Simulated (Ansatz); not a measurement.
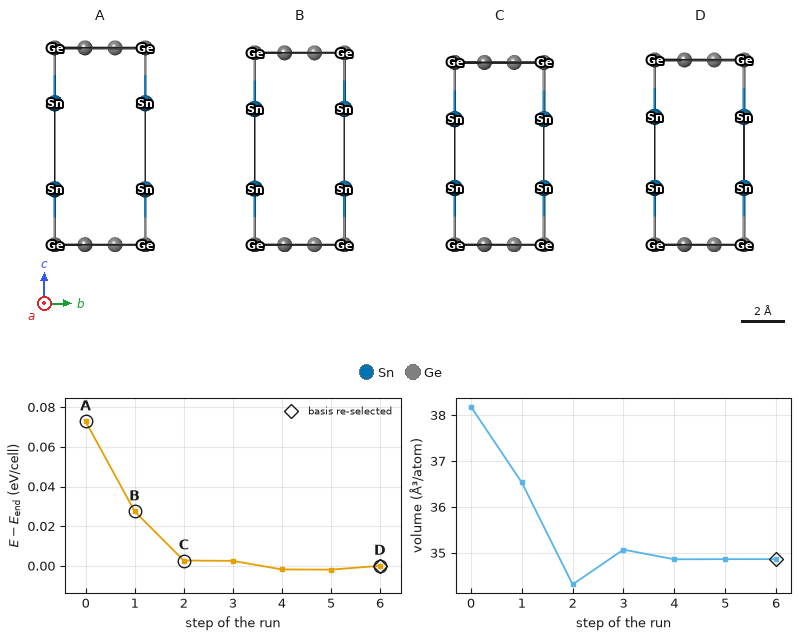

Frames of a relaxation of a crystal of Sn₂Ge₃ (a generated structure, set up in P6/mmm), marked on the history of the run. A ball-and-stick model of the cell of the calculation, seen along the a axis.

Theory: DFT PBE, scalar-relativistic, plane waves, PAW (Ansatz). Set-up: plane-wave cutoff 420 eV; k-point mesh 12 × 12 × 4; occupations gaussian; smearing width 0.1 eV; no spin polarisation; cell and atoms relaxed; force threshold 0.01 eV/Å; at most 80 steps.

**What happens along the run?**

After 5 accepted moves (6 points after the start) the energy has fallen by 72.8 meV per cell of the calculation. Largest force component: 0.24 eV/Å at the start, 0.00066 eV/Å at the end. Pressure: −0.31 GPa at the start and 0.00 GPa at the end. At 1 point the geometry stayed and the basis and grid were re-selected for the new cell (energy shift of 1.9 meV per cell of the calculation at most each time). The largest moves relative to the cell, 0.23 Å, are those of Sn atoms. Ge stays in place. The volume changes by −8.7 %, with a = b 4.892 → 4.825 Å (−1.4 %), c 9.211 → 8.647 Å (−6.1 %). Some distances before and after: Ge–Sn 2.592 → 2.660 Å, Ge–Ge 2.824 → 2.786 Å. The space group stays P6/mmm (No. 191). Cost: 3.4 min on 1 thread of Arm Neoverse V1 (shared host), peak memory 0.64 GiB. From step 0 to 1: Sn atoms move most (0.10 Å), volume −4.3 %, energy −45.4 meV per cell of the calculation. From step 1 to 2: Sn atoms move most (0.16 Å), volume −6.1 %, energy −24.7 meV per cell of the calculation. From step 2 to 6: Sn atoms move most (0.03 Å), volume +1.6 %, energy −2.7 meV per cell of the calculation.
